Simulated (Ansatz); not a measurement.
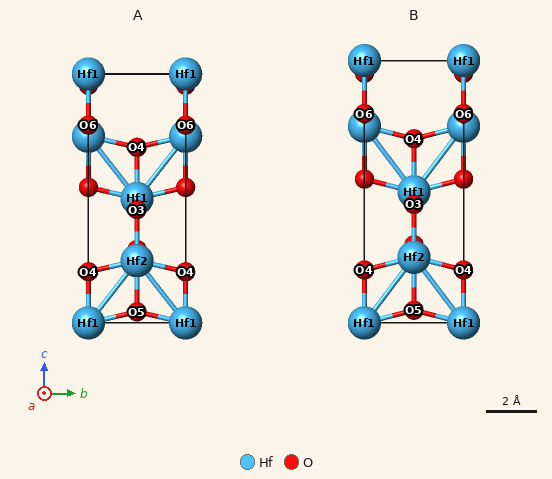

Two geometries of solid HfO₂ (a generated structure, set up in I4_1/amd) (coarse preliminary run), drawn at one scale. One is the start of a relaxation, the other its converged end. The picture is a ball-and-stick view of the conventional cell (2 times the calculation's cell), seen along the a axis. Lengths and directions refer to the drawn axes.

The calculation used DFT PBE, scalar-relativistic, plane waves, PAW in Ansatz. Set-up: plane-wave cutoff 420 eV; k-point mesh 8 × 8 × 8; occupations gaussian; smearing width 0.1 eV; no spin polarisation; cell and atoms relaxed; force threshold 0.05 eV/Å; at most 60 steps.

> Which of the two is the end point?

Structure B is the relaxed one. Case: Ti → Hf on all its sites, cell and atoms relaxed. The energy falls by 0.432 eV per cell of the calculation in 4 accepted moves (6 points after the start). The largest force component goes from 0.4 to 0.0091 eV/Å. The pressure goes from 19.84 to −0.02 GPa. The SCF was repeated twice at an unchanged geometry on a basis and grid sized afresh for the cell, which shifted the energy by 49.3 meV per cell of the calculation at most. The largest moves relative to the cell, 0.038 Å, are those of O3, O4, O5 and O6. O4 goes along −c. Hf stays in place. Cell: a = b 3.942 → 4.020 Å (+2.0 %), c 10.093 → 10.638 Å (+5.4 %). Volume +9.6 %. Near-neighbour distances that change, for instance: Hf1–Hf2 3.202 → 3.334 Å, Hf1–O4 2.072 → 2.146 Å, Hf1–O3 2.022 → 2.075 Å. Among the angles between lasting bonds that change: Hf1–O5–Hf1 154.2° → 151.3°. The space group stays I4_1/amd (No. 141). The run took 55 s on 2 threads of Intel(R) Xeon(R) Platinum 8375C CPU @ 2.90GHz (Ice Lake) (shared host), peak memory 0.56 GiB.
